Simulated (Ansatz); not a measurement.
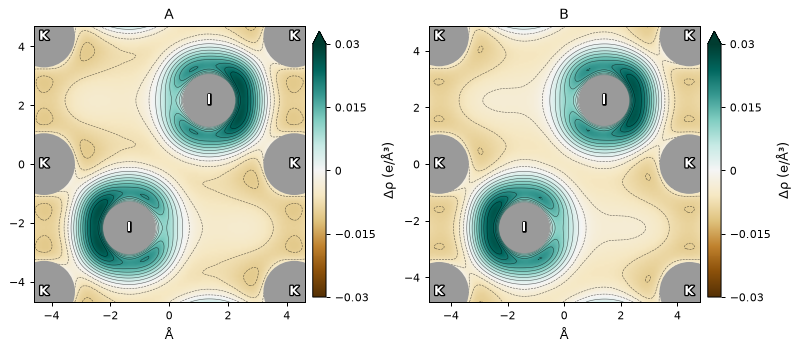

KI: deformation density on the (100) plane of the conventional cell at two volumes, with the same fractional coordinates and one colour scale. Grey discs cover the cores.

Space group Cmcm. The cell comes from a database of computed structures, not from a measurement.

Computed with DFT PBE, scalar-relativistic, plane waves, PAW (Ansatz 0.2.0).

**How do the two volumes compare, and how does the bonding charge respond?**

B is the larger cell: B has 112 % of the volume of A.
- From A to B, I–K goes from 3.59 to 3.73 Å, and Δρ at its midpoint from +0.009 to +0.008 e/Å³.
- The pressure is 0.0 GPa in A and −0.9 GPa in B.
- Bader charges in A: K +0.82 and I −0.82 e; in B: K +0.84 and I −0.84 e.
- The rearranged charge is 0.17 e an atom in A and 0.18 e in B.
